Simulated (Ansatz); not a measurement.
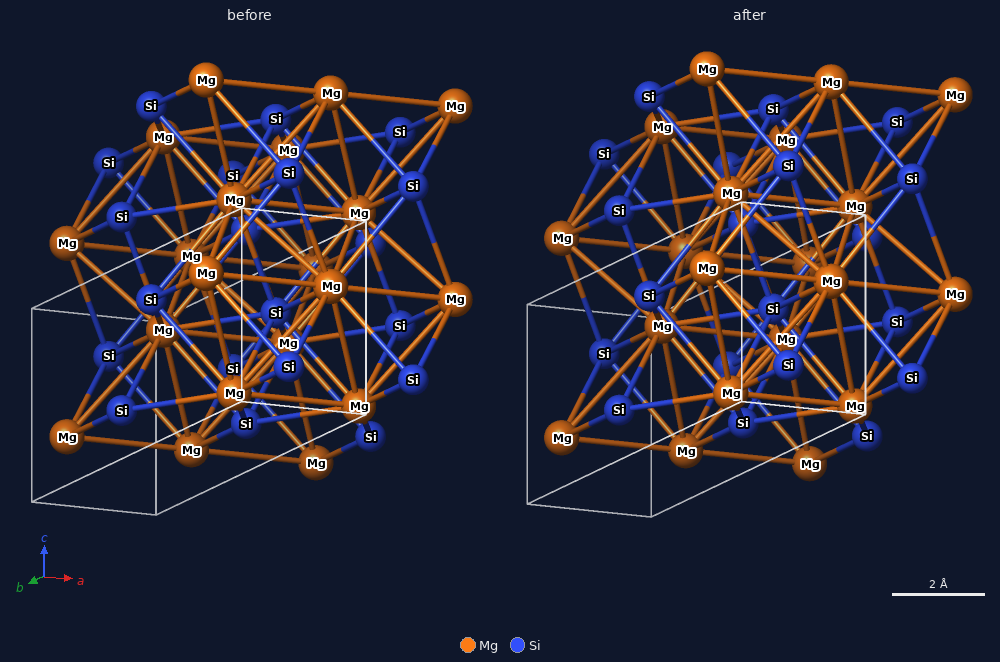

Left: a symmetric starting cell of MgSi. Right: the same structure after one change, at the same scale. A ball-and-stick model of the conventional cell (2 times the calculation's cell), repeated 2 × 1 × 2 with one cell outlined, seen from a free direction. Lengths and directions refer to the drawn axes.

Computed with DFT PBEsol, scalar-relativistic, plane waves, PAW (Ansatz 0.2.0). Set-up: plane-wave cutoff 420 eV; k-point mesh 14 × 14 × 10; occupations gaussian; smearing width 0.1 eV; no spin polarisation.

What distinguishes the right structure from the left one?

Answer. The cell is strained by +3.2 % along c, +2.1 % along b, −0.4 % along a (volume +4.9 %) and the Mg atoms are displaced by 0.09 Å relative to the cell. No relaxation follows. The starting cell wasn't computed here and needn't be at equilibrium, so pressure and forces aren't due to the change alone.

And its effect?

Answer. Some distances before and after: Mg–Mg 3.179 → 3.343 Å, Mg–Si 2.832 → 2.981 Å, Mg–Si 2.998 → 2.963 Å, Mg–Si 2.845 → 2.872 Å. The space group stays Cmcm (No. 63). The pressure is −3.7 GPa (not all of it need come from the change, since the unchanged cell can be under pressure at this level too). The principal stresses (compression positive) are −2.9 GPa along a, −3.5 GPa along c, −4.8 GPa along b. The largest forces, 0.1 eV/Å, act on 2 Mg atoms of the calculation's cell. The forces point straight back along the displacements (cosine −0.99).
